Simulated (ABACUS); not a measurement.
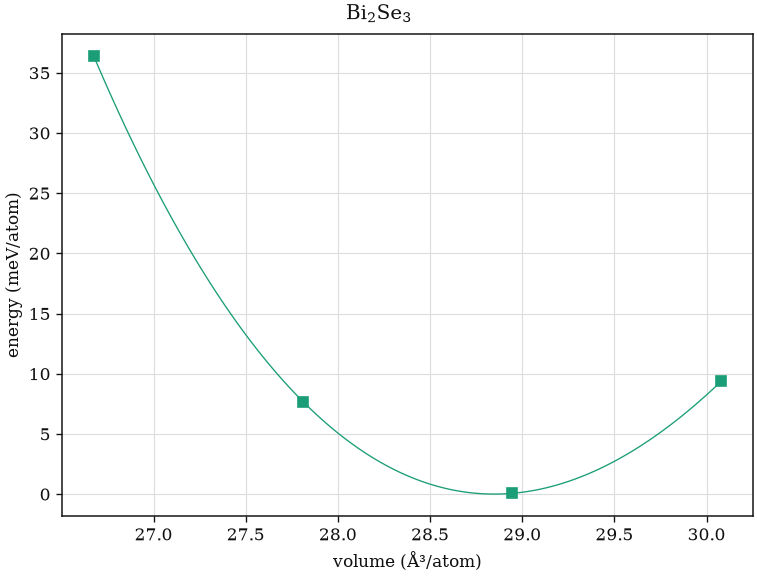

The picture above shows the energy against volume for Bi₂Se₃, space group R-3m (No. 166).

Structure:
```
CELL_PARAMETERS angstrom
2.07150 1.19598 9.54533
-2.07150 1.19598 9.54533
0.00000 -2.39196 9.54533
ATOMIC_POSITIONS crystal
Bi 0.59920 0.59920 0.59920
Bi 0.40080 0.40080 0.40080
Se 0.78830 0.78830 0.78830
Se 0.21170 0.21170 0.21170
Se 0.00000 0.00000 0.00000
```

Calculation (ABACUS 3.10.1): DFT in plane waves or numerical atomic orbitals with pseudopotentials, no spin polarisation; energies at scaled volumes of the given cell, shape and fractions fixed, counted from the fit's minimum, third-order Birch-Murnaghan fit. Level: PBEsol.

| setting | value |
| --- | --- |
| k mesh | 6×6×6 |
| occupations | Fermi–Dirac |
| smearing width | 0.05 eV |
| potentials | PseudoDojo NC SR 0.4.1 PBE standard |
| wave cutoff | 1361 eV |
| density cutoff | 5442 eV |
| program settings | basis DZP |

This calculation gives: equilibrium volume 28.85 Å³/atom and bulk modulus 61.7 GPa.

Now the level changes from PBEsol to LDA. What happens?

The equilibrium volume falls from 28.85 to 28.07 Å³/atom (−2.7 %) and the bulk modulus rises from 61.7 to 66.4 GPa (+7.6 %).

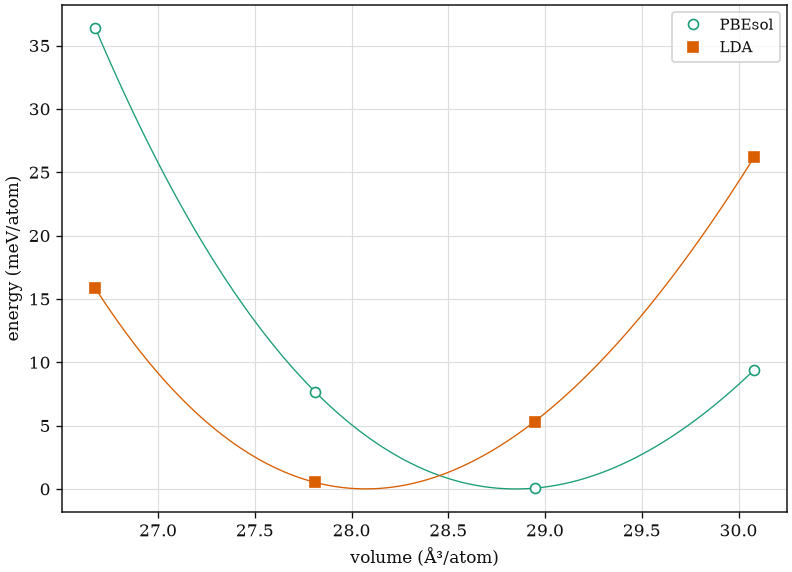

The two results together.

For both, limits of the calculation: home made orbitals; spin-orbit coupling left out, heavy elements; shape and atomic fractions are frozen while scaling, which makes layered, chain and framework solids too stiff.

V0 and the bulk modulus come from third-order Birch–Murnaghan fits.
